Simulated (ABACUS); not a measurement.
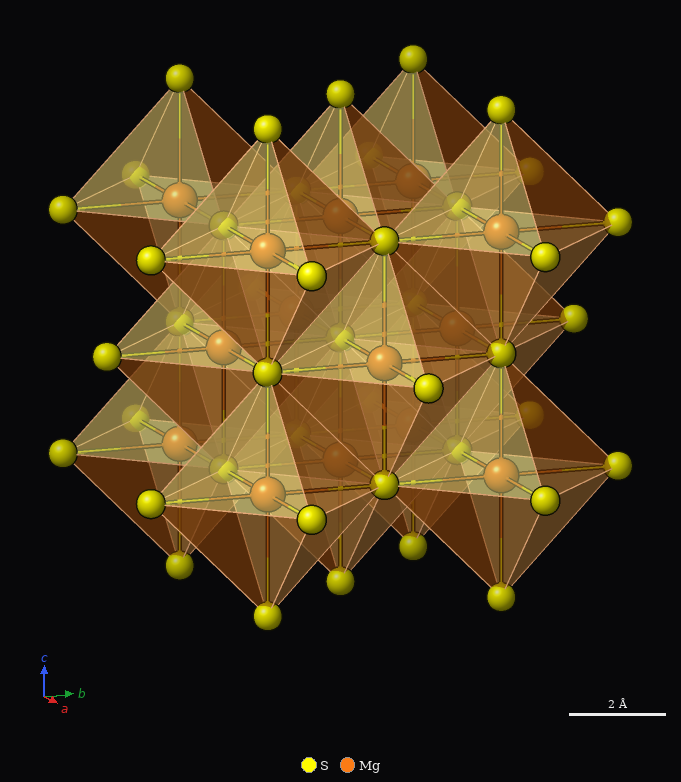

*The structure as given in the input (polyhedral view of the cell 4 times as large as that of the calculation, set on its symmetry axes, seen slightly off an axis; polyhedra are completed across the faces of the cell). An atom can appear more than once, as a periodic image.*

## Band-structure run, with input and output: MgS

System: MgS (2 atoms in the cell).
Method: Kohn-Sham DFT of a periodic cell, r2SCAN, SG15 ONCV 1.2 PBE, no spin polarisation (ABACUS 3.10.1).

The structure derives from an entry of the Crystallography Open Database. It belongs to a series of runs on one base structure; here: bands on the converged density.

### What the program printed
```
ABACUS v3.10.1

               Atomic-orbital Based Ab-initio Computation at UStc

 ------------------------------------------------------------------------------------

 READING GENERAL INFORMATION
                           global_out_dir = OUT.MgS/
                           global_in_card = INPUT
                               pseudo_dir = ./
                              orbital_dir =
                                    DSIZE = 4
                                    GSIZE = 1

 READING UNITCELL INFORMATION
                                    ntype = 2
                  lattice constant (Bohr) = 1.88973
              lattice constant (Angstrom) = 1

 READING ATOM TYPE 1
                               atom label = S
                      L=0, number of zeta = 1
                      L=1, number of zeta = 1
                      L=2, number of zeta = 1
             number of atom for this type = 1

 READING ATOM TYPE 2
                               atom label = Mg
                      L=0, number of zeta = 1
                      L=1, number of zeta = 1
                      L=2, number of zeta = 1
             number of atom for this type = 1

                        TOTAL ATOM NUMBER = 2
DIRECT COORDINATES
    atom                   x                   y                   z     mag                  vx                  vy                  vz
taud_S1            0.5000000000        0.5000000000        0.5000000000  0.0000        0.0000000000        0.0000000000        0.0000000000
taud_Mg1            0.0000000000        0.0000000000        0.0000000000  0.0000        0.0000000000        0.0000000000        0.0000000000

                          Volume (Bohr^3) = 237.669
                             Volume (A^3) = 35.2189

 Lattice vectors: (Cartesian coordinate: in unit of a_0)
                   +0            +2.60165            +2.60165
             +2.60165                  +0            +2.60165
             +2.60165            +2.60165                  +0
 Reciprocal vectors: (Cartesian coordinate: in unit of 2 pi/a_0)
            -0.192186           +0.192186           +0.192186
            +0.192186           -0.192186           +0.192186
            +0.192186           +0.192186           -0.192186
 The esolver type has been set to : ksdft_pw

                PAO radial cut off (Bohr) = 7

 Read in pseudopotential file is S_ONCV_PBE-1.2.upf
                     pseudopotential type = NC
          exchange-correlation functional = PBE
                 nonlocal core correction = 0
                        valence electrons = 6
                                     lmax = 1
                           number of zeta = 0
                     number of projectors = 4
                           L of projector = 0
                           L of projector = 0
                           L of projector = 1
                           L of projector = 1
 XC functional updated to : MGGA_X_R2SCAN+MGGA_C_R2SCAN
          exchange-correlation functional = MGGA_X_R2SCAN+MGGA_C_R2SCAN
                PAO radial cut off (Bohr) = 7

 Read in pseudopotential file is Mg_ONCV_PBE-1.2.upf
                     pseudopotential type = NC
          exchange-correlation functional = PBE
                 nonlocal core correction = 0
                        valence electrons = 10
                                     lmax = 1
                           number of zeta = 0
                     number of projectors = 4
                           L of projector = 0
                           L of projector = 0
                           L of projector = 1
                           L of projector = 1
 XC functional updated to : MGGA_X_R2SCAN+MGGA_C_R2SCAN
          exchange-correlation functional = MGGA_X_R2SCAN+MGGA_C_R2SCAN
     initial pseudo atomic orbital number = 0

 SETUP THE ELECTRONS NUMBER
             electron number of element S = 6
       total electron number of element S = 6
            electron number of element Mg = 10
      total electron number of element Mg = 10
            AUTOSET number of electrons:  = 16
                           occupied bands = 8
                                   NBANDS = 18
                                   NLOCAL = 18

%%%%%%%%%%%%%%%%%%%%%%%%%%%%%%%%%%%%%%%%%%%%%%%%%%%%%%%%%%%%%%%%%%%%%%%%%%%%%%%%%%%%%%%%%%%%%%%%%%%%%%%%%%
 Warning: the number of valence electrons in pseudopotential > 2 for Mg: [Ne] 3s2
 Pseudopotentials with additional electrons can yield (more) accurate outcomes, but may be less efficient.
 If you're confident that your chosen pseudopotential is appropriate, you can safely ignore this warning.
%%%%%%%%%%%%%%%%%%%%%%%%%%%%%%%%%%%%%%%%%%%%%%%%%%%%%%%%%%%%%%%%%%%%%%%%%%%%%%%%%%%%%%%%%%%%%%%%%%%%%%%%%%

 SETUP THE PLANE WAVE BASIS
 energy cutoff for charge/potential (unit:Ry) = 388
            fft grid for charge/potential = [ 45, 45, 45 ]
                        fft grid division = [ 1, 1, 1 ]
        big fft grid for charge/potential = [ 45, 45, 45 ]
                                     nbxx = 91125
                                     nrxx = 91125

 SETUP PLANE WAVES FOR CHARGE/POTENTIAL
                    number of plane waves = 30731
                         number of sticks = 1285

 PARALLEL PW FOR CHARGE/POTENTIAL
     PROC   COLUMNS(POT)             PW
        1           1285          30731
 --------------- sum -------------------
        1           1285          30731
                            number of |g| = 320
                                  max |g| = 35.0147
                                  min |g| = 0

----------- Double Check Mixing Parameters Begin ------------
mixing_type: broyden
mixing_beta: 0.7
mixing_gg0: 1
mixing_gg0_min: 0.1
mixing_ndim: 8
----------- Double Check Mixing Parameters End ------------

 SETUP K-POINTS
                                    nspin = 1
                                   nkstot = 102
K-POINTS DIRECT COORDINATES
 KPOINTS    DIRECT_X    DIRECT_Y    DIRECT_Z  WEIGHT
       1  0.00000000  0.00000000  0.00000000  1.0000
       2  0.05000000  0.00000000  0.05000000  1.0000
       3  0.10000000  0.00000000  0.10000000  1.0000
       4  0.15000000  0.00000000  0.15000000  1.0000
       5  0.20000000  0.00000000  0.20000000  1.0000
       6  0.25000000  0.00000000  0.25000000  1.0000
       7  0.30000000  0.00000000  0.30000000  1.0000
       8  0.35000000  0.00000000  0.35000000  1.0000
       9  0.40000000  0.00000000  0.40000000  1.0000
      10  0.45000000  0.00000000  0.45000000  1.0000
      11  0.50000000  0.00000000  0.50000000  1.0000
      12  0.50000000  0.02500000  0.52500000  1.0000
      13  0.50000000  0.05000000  0.55000000  1.0000
      14  0.50000000  0.07500000  0.57500000  1.0000
      15  0.50000000  0.10000000  0.60000000  1.0000
      16  0.50000000  0.12500000  0.62500000  1.0000
      17  0.50000000  0.15000000  0.65000000  1.0000
      18  0.50000000  0.17500000  0.67500000  1.0000
      19  0.50000000  0.20000000  0.70000000  1.0000
      20  0.50000000  0.22500000  0.72500000  1.0000
      21  0.50000000  0.25000000  0.75000000  1.0000
      22  0.48750000  0.26250000  0.75000000  1.0000
      23  0.47500000  0.27500000  0.75000000  1.0000
      24  0.46250000  0.28750000  0.75000000  1.0000
      25  0.45000000  0.30000000  0.75000000  1.0000
      26  0.43750000  0.31250000  0.75000000  1.0000
      27  0.42500000  0.32500000  0.75000000  1.0000
      28  0.41250000  0.33750000  0.75000000  1.0000
      29  0.40000000  0.35000000  0.75000000  1.0000
      30  0.38750000  0.36250000  0.75000000  1.0000
[... 72 further k points ...]

           k-point number in this process = 26
       minimum distributed K point number = 25

[... K-POINTS CARTESIAN COORDINATES: 26 rows ...]

[... K-POINTS DIRECT COORDINATES: 26 rows ...]

 SETUP PLANE WAVES FOR WAVE FUNCTIONS
     energy cutoff for wavefunc (unit:Ry) = 97
              fft grid for wave functions = [ 45, 45, 45 ]
                    number of plane waves = 4693
                         number of sticks = 367

 PARALLEL PW FOR WAVE FUNCTIONS
     PROC   COLUMNS(POT)             PW
        1            367           4693
 --------------- sum -------------------
        1            367           4693

 SETUP NONLOCAL PSEUDOPOTENTIALS IN PLANE WAVE BASIS
 S non-local projectors:
 projector 1 L=0
 projector 2 L=0
 projector 3 L=1
 projector 4 L=1
 Mg non-local projectors:
 projector 1 L=0
 projector 2 L=0
 projector 3 L=1
 projector 4 L=1
      TOTAL NUMBER OF NONLOCAL PROJECTORS = 16

 Init Non-Local PseudoPotential table :
 Init Non-Local-Pseudopotential done.

                                     npwx = 3860

 -------------------------------------------
 NONSELF-CONSISTENT
 -------------------------------------------
                                 init_chg = file
 try to read charge from file
 Read in the charge density: OUT.MgS//MgS-CHARGE-DENSITY.restart
 try to read kinetic energy density from file
 Read in the kinetic energy density: OUT.MgS//MgS-TAU-DENSITY.restart

 PW ALGORITHM --------------- ION=   1  ELEC=   1--------------------------------
 k(1/102) Iter steps (avg)=12 threshold=1e-07
 k(2/102) Iter steps (avg)=12 threshold=1e-07
 k(3/102) Iter steps (avg)=12 threshold=1e-07
 k(4/102) Iter steps (avg)=12 threshold=1e-07
 k(5/102) Iter steps (avg)=13 threshold=1e-07
 k(6/102) Iter steps (avg)=15 threshold=1e-07
 k(7/102) Iter steps (avg)=20 threshold=1e-07
 k(8/102) Iter steps (avg)=19 threshold=1e-07
 k(9/102) Iter steps (avg)=20 threshold=1e-07
 k(10/102) Iter steps (avg)=22 threshold=1e-07
 k(11/102) Iter steps (avg)=25 threshold=1e-07
 k(12/102) Iter steps (avg)=23 threshold=1e-07
 k(13/102) Iter steps (avg)=20 threshold=1e-07
 k(14/102) Iter steps (avg)=20 threshold=1e-07
 k(15/102) Iter steps (avg)=21 threshold=1e-07
 k(16/102) Iter steps (avg)=20 threshold=1e-07
 k(17/102) Iter steps (avg)=21 threshold=1e-07
 k(18/102) Iter steps (avg)=23 threshold=1e-07
 k(19/102) Iter steps (avg)=23 threshold=1e-07
 k(20/102) Iter steps (avg)=20 threshold=1e-07
 k(21/102) Iter steps (avg)=21 threshold=1e-07
 k(22/102) Iter steps (avg)=21 threshold=1e-07
 k(23/102) Iter steps (avg)=19 threshold=1e-07
 k(24/102) Iter steps (avg)=19 threshold=1e-07
 k(25/102) Iter steps (avg)=19 threshold=1e-07
 k(26/102) Iter steps (avg)=18 threshold=1e-07
[... levels at 26 k points of this process ...]

 Density error is 0.00000000000
                          Error Threshold = 1.00000000000e-07
----------------------------------------------------------
     Energy           Rydberg                 eV
----------------------------------------------------------
 E_KohnSham     -129.4723049564      -1761.5610806009
 E_KS(sigma->0) -129.4723049564      -1761.5610806009
 E_Harris       -129.4723049564      -1761.5610806009
 E_band         -25.3106965987       -344.3696940909
 E_one_elec     -68.2061982868       -927.9929356183
 E_Hartree      34.1650969737        464.8399915646
 E_xc           -18.7177271172       -254.6677424037
 E_Ewald        -76.7134765261       -1043.7403941436
 E_entropy(-TS) -0.0000000000        -0.0000000000
 E_descf        0.0000000000         0.0000000000
 E_exx          0.0000000000         0.0000000000
 E_Fermi        0.6253457200         8.5082650126
----------------------------------------------------------

 charge density convergence is achieved
 final etot is -1761.5610806 eV
 EFERMI = 8.5082650126 eV

 STATE ENERGY(eV) AND OCCUPATIONS    NSPIN == 1
 1/26 kpoint (Cartesian) = 0.0000 0.0000 0.0000 (3839 pws)
       1       -71.2915      0.0196078
       2       -36.1066      0.0196078
       3       -36.1066      0.0196078
       4       -36.1066      0.0196078
       5       -6.73284      0.0196078
       6        6.52472      0.0196078
       7        6.52472      0.0196078
       8        6.52472      0.0196078
       9        11.0709    1.08107e-24
      10        15.1149    8.08802e-60
      11        15.1149    8.08802e-60
      12        15.1149    8.08802e-60
      13        17.5706    3.78085e-81
      14        17.5706    3.78085e-81
      15        20.0353        0.00000
      16        21.1379        0.00000
      17        21.1379        0.00000
      18        21.1379        0.00000

 2/26 kpoint (Cartesian) = 0.0000 0.019219 0.0000 (3815 pws)
       1       -71.2914      0.0196078
       2       -36.1068      0.0196078
       3       -36.1067      0.0196078
       4       -36.1067      0.0196078
       5       -6.69925      0.0196078
       6        6.33145      0.0196078
       7        6.46688      0.0196078
       8        6.46688      0.0196078
       9        11.2950    1.22285e-26
      10        14.9178    4.16660e-58
      11        15.2358    7.20368e-61
      12        15.2358    7.20368e-61
      13        17.1773    9.86000e-78
      14        17.6147    1.56526e-81
      15        20.3439        0.00000
      16        21.2200        0.00000
      17        21.2200        0.00000
      18        21.5182        0.00000

 3/26 kpoint (Cartesian) = 0.0000 0.038437 0.0000 (3803 pws)
       1       -71.2914      0.0196078
       2       -36.1072      0.0196078
       3       -36.1069      0.0196078
       4       -36.1069      0.0196078
       5       -6.60019      0.0196078
       6        5.84794      0.0196078
       7        6.30622      0.0196078
       8        6.30622      0.0196078
       9        11.8528    1.74725e-31
      10        14.4392    5.98959e-54
      11        15.5826    7.01163e-64
      12        15.5826    7.01163e-64
      13        16.3349    2.04765e-70
      14        17.7458    1.13789e-82
      15        21.1568        0.00000
      16        21.4685        0.00000
      17        21.4685        0.00000
      18        22.3526        0.00000

 4/26 kpoint (Cartesian) = 0.0000 0.057656 0.0000 (3831 pws)
       1       -71.2914      0.0196078
       2       -36.1079      0.0196078
       3       -36.1071      0.0196078
       4       -36.1071      0.0196078
       5       -6.44103      0.0196078
       6        5.23260      0.0196078
       7        6.07439      0.0196078
       8        6.07439      0.0196078
       9        12.4916    4.93838e-37
      10        13.8563    6.91893e-49
      11        15.4927    4.23223e-63
      12        16.1145    1.67973e-68
      13        16.1145    1.67973e-68
      14        17.9598    1.57518e-84
      15        21.8894        0.00000
      16        21.8894        0.00000
      17        22.2957        0.00000
      18        23.3252        0.00000

 5/26 kpoint (Cartesian) = 0.0000 0.076874 0.0000 (3815 pws)
       1       -71.2913      0.0196078
       2       -36.1087      0.0196078
       3       -36.1075      0.0196078
       4       -36.1075      0.0196078
       5       -6.23107      0.0196078
       6        4.58868      0.0196078
       7        5.80829      0.0196078
       8        5.80829      0.0196078
       9        12.7591    2.34702e-39
      10        13.2762    7.55960e-44
      11        15.1512    3.91192e-60
      12        16.7820    2.67558e-74
      13        16.7820    2.67558e-74
      14        18.2494    4.81182e-87
      15        22.4889        0.00000
      16        22.4889        0.00000
      17        23.6516        0.00000
      18        24.3445        0.00000

 6/26 kpoint (Cartesian) = 0.0000 0.096093 0.0000 (3831 pws)
       1       -71.2912      0.0196078
       2       -36.1096      0.0196078
       3       -36.1078      0.0196078
       4       -36.1078      0.0196078
       5       -5.98426      0.0196078
       6        3.97181      0.0196078
       7        5.54029      0.0196078
       8        5.54029      0.0196078
       9        12.3180    1.59102e-35
      10        12.7502    2.80355e-39
      11        15.6626    1.41374e-64
      12        17.5389    7.12688e-81
      13        17.5389    7.12687e-81
      14        18.6018        0.00000
      15        23.2647        0.00000
      16        23.2647        0.00000
      17        25.1700        0.00000
      18        25.4041        0.00000

[... levels at 20 further k points ...]

 --------------------------------------------
 !FINAL_ETOT_IS -1761.561080600942 eV
 --------------------------------------------

 Output bands in file: OUT.MgS/BANDS_1.dat
```

### Standard output
```
ABACUS v3.10.1

               Atomic-orbital Based Ab-initio Computation at UStc

 dft_functional readin is: MGGA_X_R2SCAN+MGGA_C_R2SCAN
 dft_functional in pseudopot file is: PBE
 Please make sure this is what you need
 dft_functional readin is: MGGA_X_R2SCAN+MGGA_C_R2SCAN
 dft_functional in pseudopot file is: PBE
 Please make sure this is what you need

%%%%%%%%%%%%%%%%%%%%%%%%%%%%%%%%%%%%%%%%%%%%%%%%%%%%%%%%%%%%%%%%%%%%%%%%%%%%%%%%%%%%%%%%%%%%%%%%%%%%%%%%%
 Warning: the number of valence electrons in pseudopotential > 2 for Mg: [Ne] 3s2
 Pseudopotentials with additional electrons can yield (more) accurate outcomes, but may be less efficient.
 If you're confident that your chosen pseudopotential is appropriate, you can safely ignore this warning.
%%%%%%%%%%%%%%%%%%%%%%%%%%%%%%%%%%%%%%%%%%%%%%%%%%%%%%%%%%%%%%%%%%%%%%%%%%%%%%%%%%%%%%%%%%%%%%%%%%%%%%%%%

 UNIFORM GRID DIM        : 45 * 45 * 45
 UNIFORM GRID DIM(BIG)   : 45 * 45 * 45
func,idMGGA_X_R2SCAN 497
func,idMGGA_C_R2SCAN 498
 ---------------------------------------------------------
 ---------------------------------------------------------
 SPIN    KPOINTS         PROCESSORS  THREADS
 1       102             4           4
 ---------------------------------------------------------
 Use plane wave basis
 ---------------------------------------------------------
 ELEMENT NATOM       XC
 S       1
 Mg      1
 ---------------------------------------------------------
 Initial plane wave basis and FFT box
 ---------------------------------------------------------
 -------------------------------------------
 NONSELF-CONSISTENT :
 -------------------------------------------
 START CHARGE      : file
 ITER       ETOT/eV          EDIFF/eV         DRHO         DKIN     TIME/s
 DA1     -1.76156108e+03   0.00000000e+00   0.0000e+00   0.0000e+00  61.16
```

The run was set up as follows.

### Input file
```
INPUT_PARAMETERS
suffix              MgS
calculation         nscf
basis_type          pw
pseudo_dir          ./
symmetry            -1
dft_functional      MGGA_X_R2SCAN+MGGA_C_R2SCAN
ecutwfc             97.0
pseudo_rcut         7
nspin               1
nbands              18
ks_solver           dav
smearing_method     fd
smearing_sigma      0.00367493
scf_thr             1e-08
scf_nmax            100
mixing_type         broyden
mixing_beta         0.7
mixing_tau          1
init_chg            file
pw_diag_thr         1e-07
out_band            1
kpar                4
```

### File STRU
```
ATOMIC_SPECIES
S 32.0600 S_ONCV_PBE-1.2.upf
Mg 24.3050 Mg_ONCV_PBE-1.2.upf

LATTICE_CONSTANT
1.8897261246

LATTICE_VECTORS
0.0000000000 2.6016500000 2.6016500000
2.6016500000 0.0000000000 2.6016500000
2.6016500000 2.6016500000 0.0000000000

ATOMIC_POSITIONS
Direct

S
0.0
1
0.5000000000 0.5000000000 0.5000000000 1 1 1

Mg
0.0
1
0.0000000000 0.0000000000 0.0000000000 1 1 1
```

### File KPT
```
K_POINTS
12
Line
0.00000000 0.00000000 0.00000000 10 // G
0.50000000 0.00000000 0.50000000 10 // X
0.50000000 0.25000000 0.75000000 10 // W
0.37500000 0.37500000 0.75000000 10 // K
0.00000000 0.00000000 0.00000000 10 // G
0.50000000 0.50000000 0.50000000 10 // L
0.62500000 0.25000000 0.62500000 10 // U
0.50000000 0.25000000 0.75000000 10 // W
0.50000000 0.50000000 0.50000000 10 // L
0.37500000 0.37500000 0.75000000 1 // K
0.62500000 0.25000000 0.62500000 10 // U
0.50000000 0.00000000 0.50000000 1 // X
```

Run as:
```bash
OMP_NUM_THREADS=1 mpirun -np 4 abacus > log
```

### Results in brief

```csv
quantity,value
outcome,converged
space group (tolerance 0.01 Å),Fm-3m (225)
electrons treated,16
Fermi energy,8.508 eV
gap on the band path,3.53 eV
hardware,"4 threads of Intel Xeon @ 2.50GHz (Skylake/Cascade Lake), 32 GiB of memory available, shared host"
wall time,62 s (CPU time 4.1 min)
peak memory,0.48 GiB
```
